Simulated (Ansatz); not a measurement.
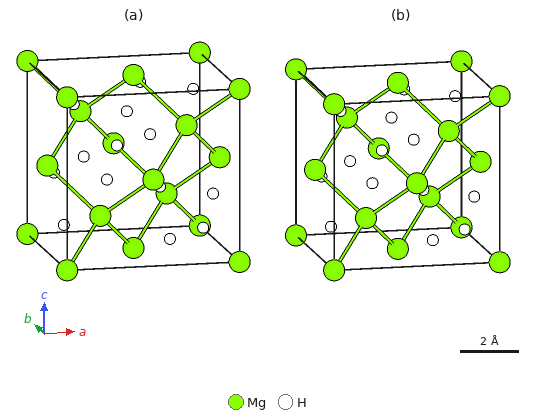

The structure of crystalline MgH₂ (built on the cubic Laves (C15)_227 type) (coarse preliminary run) before (left) and after (right) a relaxation, at one scale.

A ball-and-stick model of the conventional cell (4 times the calculation's cell), seen slightly off an axis. Lengths and directions refer to the drawn axes.

Case: cubic Laves (C15) type (Fd-3m, No. 227).

The calculation used DFT PBE, scalar-relativistic, plane waves, PAW in Ansatz. (plane-wave cutoff 420 eV; k-point mesh 6 × 6 × 6; occupations gaussian; smearing width 0.1 eV; no spin polarisation; cell and atoms relaxed; force threshold 0.04 eV/Å; at most 70 steps)

Q: What changed between the two?

A: The energy falls by 22.1 meV per atom in 1 accepted move (2 points after the start). All forces vanish by symmetry, so only the cell relaxes. The pressure goes from −5.55 to −0.11 GPa. At 1 point the geometry stayed and the basis and grid were re-selected for the new cell (energy shift of 0.7 meV per atom at most each time). No atom moves by more than 0.005 Å relative to the cell. The drawn cell changes as follows: a = b = c 6.195 → 5.947 Å (−4.0 %); the volume changes by −11.5 %. Near-neighbour distances that change, for instance: Mg–Mg 2.683 → 2.575 Å. The space group stays Fd-3m (No. 227). The run took 1.7 s on 1 thread of Intel(R) Xeon(R) 6975P-C (Granite Rapids), on a shared host, peak memory 0.35 GiB.
